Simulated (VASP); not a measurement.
# A VASP study of SrO (r2SCAN): structure first, properties next, part 3 of 4

Aim: relax SrO, then compute properties on the relaxed cell. The start is a cell from a database of measured crystal structures.

VASP 6.6.1, plane waves and PAW; the level of theory is named at each step.

So far, gap on the k-mesh (eV): step 2 (full relaxation (r2SCAN)) 3.81; step 5 (density of states (r2SCAN)) 3.78; step 6 (independent-particle dielectric function (r2SCAN)) 3.78. The relaxed cell has a = 5.169 Å (conventional setting).

**7. Band structure (r2SCAN + SOC)**

This step: r2SCAN, spin-orbit coupling; plane waves and PAW (Sr_sv, O) (VASP 6.6.1).

The mesh alone shows little of the dispersion and can miss band extrema, so KPOINTS_OPT adds a path through the symmetry points after the self-consistent cycle. Spin-orbit coupling needs spinors and the noncollinear program, where each band holds one electron.

The input, INCAR:

```
SYSTEM = SrO
PREC = Accurate
ENCUT = 520
EDIFF = 1E-06
NELM = 100
ISMEAR = 0
SIGMA = 0.05
LREAL = .FALSE.
ALGO = Normal
METAGGA = R2SCAN
LASPH = .TRUE.
LNONCOLLINEAR = .TRUE.
MAGMOM = 0 0 0 0 0 0
NBANDS = 28
GGA_COMPAT = .FALSE.
LSORBIT = .TRUE.
LORBIT = 11
LWAVE = .FALSE.
LCHARG = .FALSE.
KPAR = 2
```

The input, POSCAR:

```
SrO
1.0
    0.0000000000      2.5846187114      2.5846187114
    2.5846187114      0.0000000000      2.5846187114
    2.5846187114      2.5846187114      0.0000000000
Sr O
1 1
Direct
    0.0000000000      0.0000000000      0.0000000000
    0.5000000000      0.5000000000      0.5000000000
```

The input, KPOINTS:

```
Automatic mesh
0
Gamma
7 7 7
0 0 0
```

The input, KPOINTS_OPT:

```
Line mode
16
Line-mode
Reciprocal
  0.00000000   0.00000000   0.00000000 GAMMA
  0.50000000   0.00000000   0.50000000 X

  0.50000000   0.00000000   0.50000000 X
  0.50000000   0.25000000   0.75000000 W

  0.50000000   0.25000000   0.75000000 W
  0.37500000   0.37500000   0.75000000 K

  0.37500000   0.37500000   0.75000000 K
  0.00000000   0.00000000   0.00000000 GAMMA

  0.00000000   0.00000000   0.00000000 GAMMA
  0.50000000   0.50000000   0.50000000 L

  0.50000000   0.50000000   0.50000000 L
  0.62500000   0.25000000   0.62500000 U

  0.62500000   0.25000000   0.62500000 U
  0.50000000   0.25000000   0.75000000 W

  0.50000000   0.25000000   0.75000000 W
  0.50000000   0.50000000   0.50000000 L

  0.50000000   0.50000000   0.50000000 L
  0.37500000   0.37500000   0.75000000 K

  0.62500000   0.25000000   0.62500000 U
  0.50000000   0.00000000   0.50000000 X
```

The projector-augmented-wave data sets are Sr_sv and O (PBE family, release 64).

The run is started by

```sh
> mpirun -np 2 vasp_ncl
```

What it wrote:

```text
[... set-up lines as in an earlier step ...]
 entering main loop
       N       E                     dE             d eps       ncg     rms          rms(c)
DAV:   1     0.658859166048E+02    0.65886E+02   -0.83577E+03  1120   0.114E+03
DAV:   2    -0.294119884235E+02   -0.95298E+02   -0.89741E+02  1512   0.265E+02
DAV:   3    -0.346203347380E+02   -0.52083E+01   -0.51473E+01  1712   0.522E+01
DAV:   4    -0.347981059962E+02   -0.17777E+00   -0.17754E+00  1488   0.718E+00
DAV:   5    -0.347991466856E+02   -0.10407E-02   -0.10405E-02  1448   0.655E-01    0.196E+01
DAV:   6    -0.269858865962E+02    0.78133E+01   -0.47357E+00  1404   0.181E+01    0.176E+01
DAV:   7    -0.271217215891E+02   -0.13583E+00   -0.28165E-01  1236   0.448E+00    0.103E+01
DAV:   8    -0.271393461235E+02   -0.17625E-01   -0.92122E-02  1156   0.326E+00    0.287E+00
DAV:   9    -0.271364536255E+02    0.28925E-02   -0.91086E-03  1308   0.102E+00    0.504E-01
DAV:  10    -0.271371232576E+02   -0.66963E-03   -0.52318E-03  1320   0.597E-01    0.176E-01
DAV:  11    -0.271373317751E+02   -0.20852E-03   -0.15476E-03  1212   0.421E-01    0.119E-01
DAV:  12    -0.271372273279E+02    0.10445E-03   -0.38074E-04  1328   0.179E-01    0.299E-02
DAV:  13    -0.271372431662E+02   -0.15838E-04   -0.77243E-05  1264   0.772E-02    0.314E-02
DAV:  14    -0.271372349460E+02    0.82202E-05   -0.17158E-05  1212   0.399E-02    0.920E-03
DAV:  15    -0.271372343443E+02    0.60173E-06   -0.17770E-06  1228   0.118E-02
   1 F= -.27137234E+02 E0= -.27137234E+02  d E =-.161639E-13  mag=    -0.0000    -0.0000     0.0000
 Start KPOINTS_OPT (optional k-point list driver)
k-point batch [1-20\160]
       N       E                     dE             ncg
DAV:   1    -0.141624593290E+04   -0.81024E+04     1120
DAV:   2    -0.327834067080E+04   -0.18621E+04     1368
DAV:   3    -0.338760177190E+04   -0.10926E+03     1716
DAV:   4    -0.339038861983E+04   -0.27868E+01     1424
DAV:   5    -0.339041243556E+04   -0.23816E-01     1392
DAV:   6    -0.339041286859E+04   -0.43304E-03     1480
DAV:   7    -0.339041287435E+04   -0.57538E-05     1236
DAV:   8    -0.339041287438E+04   -0.34818E-07      832
[...]
k-point batch [141-160\160]
       N       E                     dE             ncg
DAV:   1    -0.151688637292E+04   -0.13713E+05     1120
DAV:   2    -0.332424917772E+04   -0.18074E+04     1420
DAV:   3    -0.342779504463E+04   -0.10355E+03     1744
DAV:   4    -0.343002996967E+04   -0.22349E+01     1588
DAV:   5    -0.343004879710E+04   -0.18827E-01     1512
DAV:   6    -0.343004894164E+04   -0.14454E-03     1560
DAV:   7    -0.343004894397E+04   -0.23362E-05     1380
DAV:   8    -0.343004894400E+04   -0.26291E-07     1052
```

It took 7.4 min on 2 MPI ranks of Intel Xeon 6975P-C (Granite Rapids), shared host; peak memory 0.56 GiB.

OUTCAR, selected parts (step 7):

```text
   k-points           NKPTS =     20   k-points in BZ     NKDIM =     20   number of bands    NBANDS=     28

   NELECT =      16.0000    total number of electrons

 E-fermi :   1.5283

 k-point     1 :       0.0000    0.0000    0.0000
  band No.  band energies     occupation
    ...
     12       1.2295      1.00000
     13       1.2882      1.00000
     14       1.2882      1.00000
     15       1.2882      1.00000
     16       1.2882      1.00000
     17       5.8073      0.00000
     18       5.8073      0.00000
     19       7.9971      0.00000
     20       7.9971      0.00000
     21       7.9971      0.00000
    ...

  Total       -0.0083354     -0.0083354     -0.0083354      0.0000000      0.0000000     -0.0000000
  in kB       -0.3867398     -0.3867398     -0.3867398      0.0000000      0.0000000     -0.0000000
  external PRESSURE =      -0.3867398 kB  Pullay stress =       0.0000000 kB

 POSITION                                       TOTAL-FORCE (eV/Angst)
 -----------------------------------------------------------------------------------
      0.00000      0.00000      0.00000        -0.000000      0.000000     -0.000000
      2.58462      2.58462      2.58462         0.000000     -0.000000      0.000000
 -----------------------------------------------------------------------------------
    total drift:                                0.000000      0.000000      0.000000

  FREE ENERGIE OF THE ION-ELECTRON SYSTEM (eV)
  ---------------------------------------------------
  free  energy   TOTEN  =       -27.1372343443 eV

  energy  without entropy=      -27.1372343443  energy(sigma->0) =      -27.13723434

 Spin-Orbit-Coupling matrix elements
 Ion:    1  E_soc:     -0.1630166
 Ion:    2  E_soc:     -0.0002851

 magnetization (x)
# of ion       s       p       d       tot
------------------------------------------
    1        0.000  -0.000   0.000  -0.000
    2       -0.000  -0.000   0.000  -0.000
--------------------------------------------------
tot         -0.000  -0.000   0.000  -0.000

 magnetization (y)
# of ion       s       p       d       tot
------------------------------------------
    1        0.000  -0.000  -0.000  -0.000
    2       -0.000  -0.000   0.000  -0.000
--------------------------------------------------
tot         -0.000  -0.000  -0.000  -0.000

 magnetization (z)
# of ion       s       p       d       tot
------------------------------------------
    1       -0.000   0.000   0.000  -0.000
    2       -0.000   0.000   0.000  -0.000
--------------------------------------------------
tot         -0.000   0.000   0.000  -0.000

[... 6 parts as in an earlier step ...]

[... 10 further parts left out ...]
```

Numbers from this step:

```yaml
scf_cycles: 15
bands: 28
irreducible_k_points: 20
free_energy_toten: -27.14 eV
fermi_energy: 1.528 eV
pressure: -0.03867 GPa
least_gap_on_mesh_and_path: 3.731 eV
least_direct_gap_on_mesh_and_path: 3.811 eV
conduction_bottom_at_k: 0.5, 0, 0.5
least_direct_gap_at_k: 0.5, 0, 0.5
```

On-site spin-orbit energy by atom:

| atom | on-site spin-orbit energy (eV) |
| --- | --- |
| Sr1 | -0.163 |
| O2 | 0.000 |

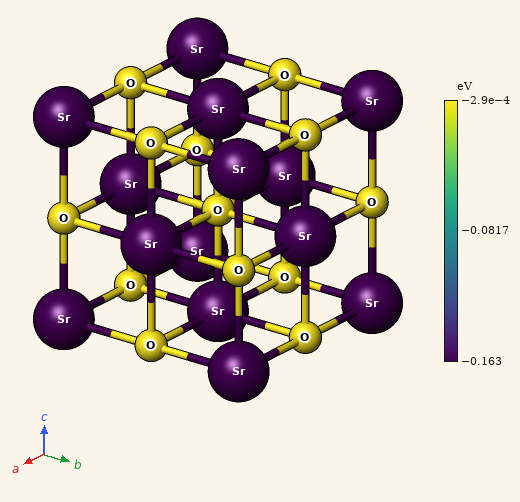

Atoms coloured by on-site spin-orbit energy. Some periodic images of atoms are drawn too.

Electronic bands along the path, in eV, zero at the valence-band top; v1 is the highest filled band, c1 the lowest empty one:

| point | v4 | v3 | v2 | v1 | c1 | c2 | c3 | c4 |
| --- | --- | --- | --- | --- | --- | --- | --- | --- |
| Γ | 0.00 | 0.00 | 0.00 | 0.00 | 4.52 | 4.52 | 6.71 | 6.71 |
| X | -0.15 | -0.15 | -0.08 | -0.08 | 3.73 | 3.73 | 8.38 | 8.38 |
| W | -0.50 | -0.50 | -0.43 | -0.43 | 6.49 | 6.49 | 6.49 | 6.49 |
| K | -0.59 | -0.59 | -0.50 | -0.50 | 5.24 | 5.24 | 8.40 | 8.40 |
| Γ | 0.00 | 0.00 | 0.00 | 0.00 | 4.52 | 4.52 | 6.71 | 6.71 |
| L | -1.13 | -1.13 | -1.11 | -1.11 | 7.02 | 7.02 | 8.92 | 8.92 |
| U | -0.59 | -0.59 | -0.50 | -0.50 | 5.24 | 5.24 | 8.40 | 8.40 |
| W | -0.50 | -0.50 | -0.43 | -0.43 | 6.49 | 6.49 | 6.49 | 6.49 |
| L | -1.13 | -1.13 | -1.11 | -1.11 | 7.02 | 7.02 | 8.92 | 8.92 |
| K | -0.59 | -0.59 | -0.50 | -0.50 | 5.24 | 5.24 | 8.40 | 8.40 |
| jump to U | -0.59 | -0.59 | -0.50 | -0.50 | 5.24 | 5.24 | 8.40 | 8.40 |
| X | -0.15 | -0.15 | -0.08 | -0.08 | 3.73 | 3.73 | 8.38 | 8.38 |

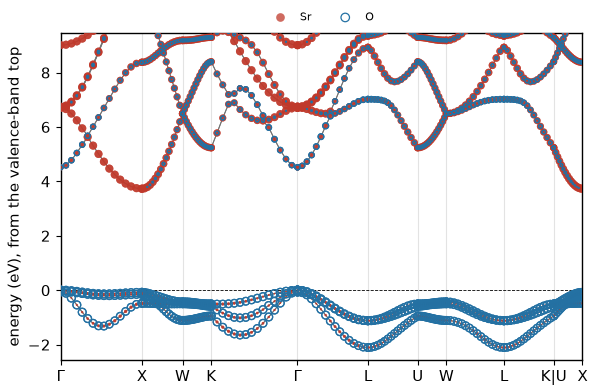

Electronic bands along the path; dots are coloured as in the legend, and their area grows with the weight.

The gap moves by -0.02 eV against r2SCAN, which ran on another mesh.

**8. A semilocal run for the hybrid's start**

This step: r2SCAN; plane waves and PAW (Sr_sv, O) (VASP 6.6.1).

A hybrid converges badly from random orbitals, so a cheap semilocal run writes a WAVECAR on the same mesh first.

The input, INCAR:

```
SYSTEM = SrO
PREC = Accurate
ENCUT = 520
EDIFF = 1E-05
NELM = 100
ISMEAR = 0
SIGMA = 0.05
LREAL = .FALSE.
ALGO = Normal
METAGGA = R2SCAN
LASPH = .TRUE.
NBANDS = 14
LORBIT = 11
LWAVE = .TRUE.
LCHARG = .FALSE.
KPAR = 2
```

POSCAR is that of step 7.

The input, KPOINTS:

```
Automatic mesh
0
Gamma
5 5 5
0 0 0
```

The run is started by

```sh
> mpirun -np 2 vasp_std
```

What it wrote:

```text
[... set-up lines as in an earlier step ...]
 entering main loop
       N       E                     dE             d eps       ncg     rms          rms(c)
DAV:   1     0.569355978953E+02    0.56936E+02   -0.86935E+03   280   0.114E+03
DAV:   2    -0.311408091864E+02   -0.88076E+02   -0.81526E+02   374   0.239E+02
DAV:   3    -0.346145966866E+02   -0.34738E+01   -0.34532E+01   360   0.454E+01
DAV:   4    -0.347154399862E+02   -0.10084E+00   -0.10083E+00   358   0.699E+00
DAV:   5    -0.347172124159E+02   -0.17724E-02   -0.17724E-02   336   0.807E-01    0.156E+01
DAV:   6    -0.269073197684E+02    0.78099E+01   -0.47900E+00   364   0.180E+01    0.148E+01
DAV:   7    -0.270380250270E+02   -0.13071E+00   -0.24242E-01   292   0.420E+00    0.836E+00
DAV:   8    -0.270601989092E+02   -0.22174E-01   -0.10888E-01   298   0.352E+00    0.872E-01
DAV:   9    -0.270552062580E+02    0.49927E-02   -0.22450E-02   352   0.141E+00    0.255E-01
DAV:  10    -0.270554931718E+02   -0.28691E-03   -0.21364E-03   312   0.440E-01    0.134E-01
DAV:  11    -0.270557226084E+02   -0.22944E-03   -0.26464E-04   292   0.181E-01    0.705E-02
DAV:  12    -0.270557142221E+02    0.83863E-05   -0.67499E-05   304   0.728E-02
   1 F= -.27055714E+02 E0= -.27055714E+02  d E =-.207990E-17
 writing wavefunctions
```

It took 12 s on 2 MPI ranks; peak memory 0.3 GiB.

From OUTCAR (step 8):

```text
   k-points           NKPTS =     10   k-points in BZ     NKDIM =     10   number of bands    NBANDS=     14

   NELECT =      16.0000    total number of electrons

 E-fermi :   1.5628

 k-point     1 :       0.0000    0.0000    0.0000
  band No.  band energies     occupation
    ...
      4     -13.3012      2.00000
      5     -13.3012      2.00000
      6       1.2738      2.00000
      7       1.2738      2.00000
      8       1.2738      2.00000
      9       5.8103      0.00000
     10       8.0094      0.00000
     11       8.0094      0.00000
     12       8.0094      0.00000
     13      10.2946      0.00000
    ...

  Total       -0.0344256     -0.0344256     -0.0344256      0.0000000     -0.0000000      0.0000000
  in kB       -1.5972468     -1.5972468     -1.5972468      0.0000000     -0.0000000      0.0000000
  external PRESSURE =      -1.5972468 kB  Pullay stress =       0.0000000 kB

 POSITION                                       TOTAL-FORCE (eV/Angst)
 -----------------------------------------------------------------------------------
      0.00000      0.00000      0.00000        -0.000000      0.000000      0.000000
      2.58462      2.58462      2.58462         0.000000     -0.000000     -0.000000
 -----------------------------------------------------------------------------------
    total drift:                                0.000000      0.000000      0.000000

  FREE ENERGIE OF THE ION-ELECTRON SYSTEM (eV)
  ---------------------------------------------------
  free  energy   TOTEN  =       -27.0557142221 eV

  energy  without entropy=      -27.0557142221  energy(sigma->0) =      -27.05571422

[... 7 parts as in an earlier step ...]

[... 9 further parts left out ...]
```

A gap read on the k-mesh alone can miss the band edges.

This step gave:

```yaml
scf_cycles: 12
bands: 14
irreducible_k_points: 10
free_energy_toten: -27.06 eV
fermi_energy: 1.563 eV
pressure: -0.1597 GPa
conduction_bottom_at_k: 0.4, 0.4, 0
least_direct_gap_at_k: 0.4, 0.4, 0
gap_on_the_k_mesh: 3.934 eV
least_direct_gap_on_the_k_mesh: 4.051 eV
```

**9. Band structure (HSE06)**

This step: HSE06; plane waves and PAW (Sr_sv, O) (VASP 6.6.1).

HSE06 mixes in a quarter of exact exchange at short range, at far higher cost; in semiconductors this cures much of the gap error, while metals seldom gain.

The input, INCAR:

```
SYSTEM = SrO
PREC = Accurate
ENCUT = 520
EDIFF = 1E-06
NELM = 100
ISMEAR = 0
SIGMA = 0.05
LREAL = .FALSE.
ALGO = Normal
LHFCALC = .TRUE.
AEXX = 0.25
GGA = PE
HFSCREEN = 0.2
LASPH = .TRUE.
NBANDS = 14
PRECFOCK = Fast
LORBIT = 11
LWAVE = .FALSE.
LCHARG = .FALSE.
KPAR = 2
```

POSCAR is that of step 8.

KPOINTS is that of step 8.

KPOINTS_OPT, as its differences from that of step 7:

```diff
@@ -1,3 +1,3 @@
 Line mode
-16
+6
 Line-mode
```

The WAVECAR or CHGCAR of an earlier step is read.

The run is started by

```sh
> mpirun -np 2 vasp_std
```

What it wrote:

```text
[banner, memory and clock lines left out]
running    2 mpi-ranks, on    1 nodes
 distrk:  each k-point on    1 cores,    2 groups
 distr:  one band on    1 cores,    1 groups

 POSCAR found type information on POSCAR SrO
 POSCAR found :  2 types and       2 ions
 LDA part: xc-table for (Slater+PW92), standard interpolation
 found WAVECAR, reading the header
 POSCAR, INCAR and KPOINTS ok, starting setup
 FFT: planning ... GRIDC
 FFT: planning ... GRID_SOFT
 FFT: planning ... GRID
 reading WAVECAR
 the WAVECAR file was read successfully
 initial charge from wavefunction
 entering main loop
       N       E                     dE             d eps       ncg     rms          rms(c)
DAV:   1    -0.142025916395E+02   -0.14203E+02   -0.21505E-01   286   0.526E+00    0.162E+00
DAV:   2    -0.142040965579E+02   -0.15049E-02   -0.37232E-03   346   0.556E-01    0.117E+00
DAV:   3    -0.142040499608E+02    0.46597E-04   -0.13484E-04   402   0.107E-01    0.715E-01
DAV:   4    -0.142040344308E+02    0.15530E-04   -0.23383E-05   328   0.528E-02    0.436E-01
DAV:   5    -0.142040336428E+02    0.78799E-06   -0.10723E-05   316   0.331E-02    0.263E-01
DAV:   6    -0.142040355385E+02   -0.18957E-05   -0.43202E-06   322   0.199E-02    0.159E-01
DAV:   7    -0.142040371807E+02   -0.16422E-05   -0.14298E-06   274   0.119E-02    0.957E-02
DAV:   8    -0.142040381710E+02   -0.99029E-06   -0.58020E-07   230   0.793E-03
   1 F= -.14204038E+02 E0= -.14204038E+02  d E =-.157395E-15
 Start KPOINTS_OPT (optional k-point list driver)
k-point batch [1-10\60]
       N       E                     dE             ncg
DAV:   1    -0.884187821444E+03   -0.58642E+04      280
DAV:   2    -0.179963266388E+04   -0.91544E+03      370
DAV:   3    -0.185991971821E+04   -0.60287E+02      328
DAV:   4    -0.186124467836E+04   -0.13250E+01      418
DAV:   5    -0.186127809029E+04   -0.33412E-01      386
DAV:   6    -0.186127890688E+04   -0.81659E-03      408
DAV:   7    -0.186127893455E+04   -0.27670E-04      264
DAV:   8    -0.186127893580E+04   -0.12536E-05      226
DAV:   9    -0.186127893587E+04   -0.69681E-07      200
[...]
k-point batch [51-60\60]
       N       E                     dE             ncg
DAV:   1    -0.100605979820E+04   -0.73353E+04      280
DAV:   2    -0.182939751684E+04   -0.82334E+03      346
DAV:   3    -0.188357025838E+04   -0.54173E+02      360
DAV:   4    -0.188519410798E+04   -0.16238E+01      432
DAV:   5    -0.188523565284E+04   -0.41545E-01      408
DAV:   6    -0.188523637710E+04   -0.72426E-03      394
DAV:   7    -0.188523639505E+04   -0.17950E-04      336
DAV:   8    -0.188523639553E+04   -0.48326E-06      268
```

Elapsed: 7.4 min, on 2 MPI ranks; peak memory 0.53 GiB.

Parts of OUTCAR (step 9):

```text
   k-points           NKPTS =     10   k-points in BZ     NKDIM =    125   number of bands    NBANDS=     14

   NELECT =      16.0000    total number of electrons

  exchange ACFDT corr.  =         0.00000000  see jH, gK, PRB 81, 115126

 E-fermi :   0.7851

 k-point     1 :       0.0000    0.0000    0.0000
  band No.  band energies     occupation
    ...
      4     -14.2408      2.00000
      5     -14.2408      2.00000
      6       0.5154      2.00000
      7       0.5154      2.00000
      8       0.5155      2.00000
      9       5.8822      0.00000
     10       8.3713      0.00000
     11       8.3713      0.00000
     12       8.3713      0.00000
     13      10.5869      0.00000
    ...

 POSITION                                       TOTAL-FORCE (eV/Angst)
 -----------------------------------------------------------------------------------
      0.00000      0.00000      0.00000         0.000000      0.000000      0.000000
      2.58462      2.58462      2.58462        -0.000000     -0.000000     -0.000000
 -----------------------------------------------------------------------------------
    total drift:                                0.000000     -0.000000     -0.000000

  FREE ENERGIE OF THE ION-ELECTRON SYSTEM (eV)
  ---------------------------------------------------
  free  energy   TOTEN  =       -14.2040381710 eV

  energy  without entropy=      -14.2040381710  energy(sigma->0) =      -14.20403817

[... 7 parts as in an earlier step ...]

[... 9 further parts left out ...]
```

The k-mesh is coarse for exact exchange; levels may shift by about 0.1 eV on a finer one.

Numbers from this step:

```yaml
scf_cycles: 8
free_energy_toten: -14.20 eV
fermi_energy: 0.7851 eV
least_gap_on_mesh_and_path: 4.768 eV
least_direct_gap_on_mesh_and_path: 4.881 eV
conduction_bottom_at_k: 0.5, 0, 0.5
least_direct_gap_at_k: 0.5, 0, 0.5
```

The electronic bands at the labelled points (eV, zero at the valence-band top; v1 is the highest filled band, c1 the lowest empty one):

| point | v3 | v2 | v1 | c1 | c2 | c3 | c4 |
| --- | --- | --- | --- | --- | --- | --- | --- |
| Γ | 0.00 | 0.00 | 0.00 | 5.37 | 7.86 | 7.86 | 7.86 |
| X | -0.51 | -0.11 | -0.11 | 4.77 | 9.46 | 11.96 | 12.03 |
| W | -1.18 | -0.48 | -0.48 | 7.61 | 7.61 | 10.33 | 12.98 |
| K | -0.99 | -0.61 | -0.54 | 6.32 | 9.57 | 10.44 | 11.97 |
| Γ | 0.00 | 0.00 | 0.00 | 5.37 | 7.86 | 7.86 | 7.86 |
| L | -2.24 | -1.17 | -1.17 | 8.20 | 9.87 | 10.64 | 10.64 |
| U | -0.99 | -0.61 | -0.54 | 6.32 | 9.57 | 10.44 | 11.97 |
| W | -1.18 | -0.48 | -0.48 | 7.61 | 7.61 | 10.33 | 12.98 |
| L | -2.24 | -1.17 | -1.17 | 8.20 | 9.87 | 10.64 | 10.64 |
| K | -0.99 | -0.61 | -0.54 | 6.32 | 9.57 | 10.44 | 11.97 |
| jump to U | -0.99 | -0.61 | -0.54 | 6.32 | 9.57 | 10.44 | 11.97 |
| X | -0.51 | -0.11 | -0.11 | 4.77 | 9.46 | 11.96 | 12.03 |

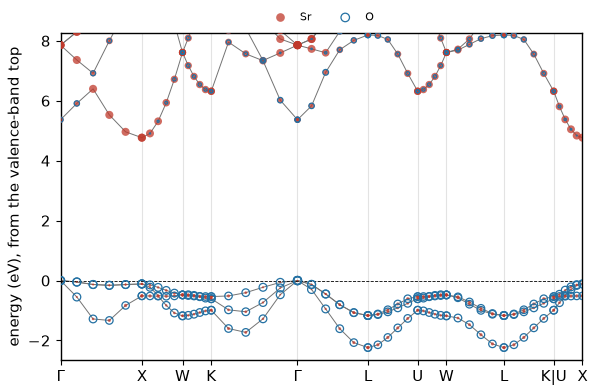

Electronic bands along the path; dots are coloured as in the legend, and their area grows with the weight.

The gap moves by +1.02 eV against r2SCAN, which ran on another mesh.

[end of part 3 of 4]

[Lines on the potential files, build, host, timing and source positions are cut from VASP's logs without a mark.]

[Logs are printed without paths, hosts, clocks, repeated set-up lines and the standing remarks that a program may print on its own settings, such as how far it seeks lower states.]

[Hosts, paths, dates, database ids (printed as entryN), source tags and the programs' standing remarks are cut or masked in the printed files.]

[A measured line is paired with the nearest computed mode of its activity, which favours agreement.]
